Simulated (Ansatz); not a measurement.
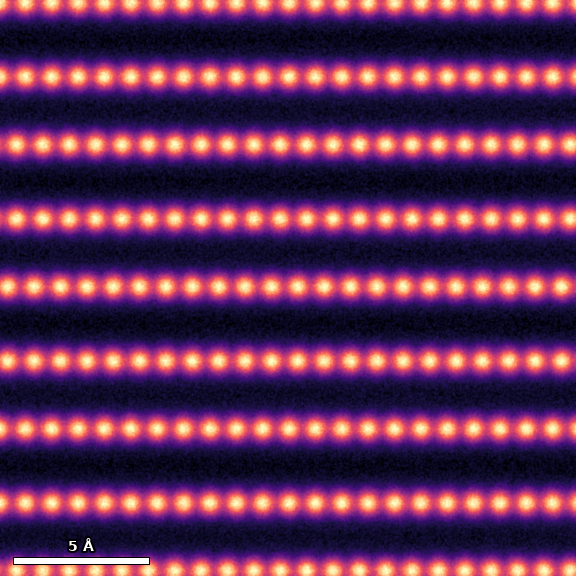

HAADF-like image of a crystal. Simulated incoherent Z contrast: every atom adds Z^1.7 spread by a probe of 0.63 Å full width; channelling and multiple scattering are left out. The probe carries 25 % of its weight in a tail 2.5 times as wide. The display is stretched by a gamma of 0.65; percentages refer to the linear signal. Shot noise was added.

Give the net of the columns and its spacings.

Answer. The pattern repeats on an oblique net of 1.0 × 5.3 Å with an angle of 94°.

What is the plane group of the image?

Answer. p2: twofold rotation points, no mirror or glide lines.

How many columns does the smallest repeating cell hold, and how many levels of brightness?

Answer. 2 columns in the primitive cell of 5.1 Å², all of one brightness.

The crystal is Li (R-3m, No. 166) seen along [310]. Atomic positions: coordinates from a relaxation with DFT PBE, scalar-relativistic, plane waves, PAW in Ansatz 0.2.0; the starting structure was generated, so it need not be a known form of this composition.
